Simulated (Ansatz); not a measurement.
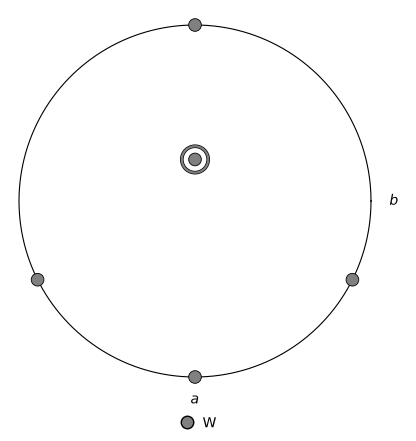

Directions from one tungsten atom at (1/4, 0, 1/2) to its bonded neighbours, in stereographic projection down c (filled: above the plane of the page or in it, open: below). Crystal: W, the geometry relaxed with DFT PBE+D3(BJ), scalar-relativistic, plane waves, PAW (Ansatz 0.2.0). All values are computed from the atomic coordinates in the standard setting (tolerance 0.002 Å).

Neighbours are counted up to 2.82 Å for W.

```yaml
crystal:
  lattice:
    - [5.04035, 0.00000, 0.00000]
    - [0.00000, 5.04035, 0.00000]
    - [0.00000, 0.00000, 5.04035]
  atoms:
    - { symbol: W, position: [0.25000, 0.00000, 0.50000] }
    - { symbol: W, position: [0.75000, 0.00000, 0.50000] }
    - { symbol: W, position: [0.00000, 0.50000, 0.25000] }
    - { symbol: W, position: [0.00000, 0.50000, 0.75000] }
    - { symbol: W, position: [0.50000, 0.75000, 0.00000] }
    - { symbol: W, position: [0.50000, 0.25000, 0.00000] }
    - { symbol: W, position: [0.00000, 0.00000, 0.00000] }
    - { symbol: W, position: [0.50000, 0.50000, 0.50000] }
```

How many neighbours are there, and at what angles?

Answer. 6: 2 W at 2.52 Å, 4 W at 2.82 Å. Angles between bonds: 63° (4×), 102° (4×), 117° (4×), 127° (2×), 180° (1×).

What is the site's symmetry in the crystal?

Answer. Point group -42m (D2d), order 8: one −4 axis, two twofold axes, two mirror planes. In Pm-3n (No. 223) this is Wyckoff position 6c.
